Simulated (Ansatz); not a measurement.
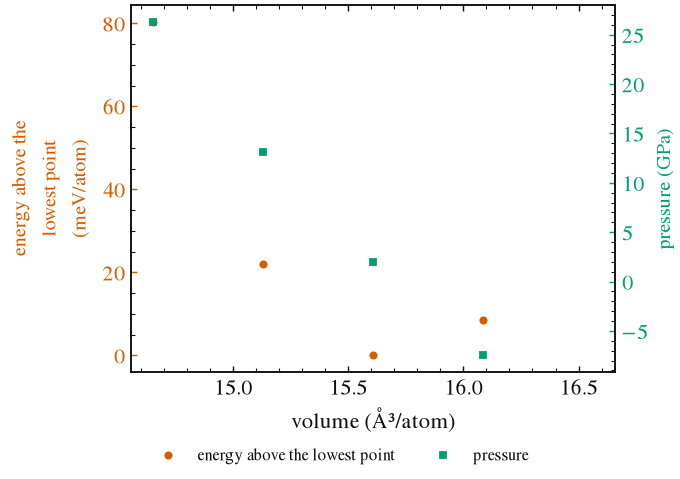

The figure shows the energy above the lowest point and pressure against volume for W, space group Im-3m (No. 229) (one of a set of cubic test structures, which need not be the stable phase).

How it was computed, with Ansatz 0.2.0 development build: equation of state of a cubic crystal from periodic Kohn-Sham density functional theory without spin, third-order Birch-Murnaghan fit to the free energies; pressure corrected for the finite basis. Level: HSE06.

structure type bcc; atoms in cell 1; space group number 229; lattice centring body-centred primitive; k mesh 6×6×6; occupation method Fermi–Dirac; occupation width 0.1 eV; wave cutoff 700 eV; datasets hard PAW; density tolerance 0 eV; bands 18; density cutoff ratio 4; search for lower states default; exchange singularity regularized.

The point at volume 16.56 Å³/atom is left out of the plot. What does the calculation give there?

| volume (Å³/atom) | energy above the lowest point (meV/atom) | pressure (GPa) |
| --- | --- | --- |
| 16.56 | 43.2 | −15.5 |

Limits of the calculation: coarse k-mesh, values are not converged in k; pseudopotentials made with PBE, not this functional.
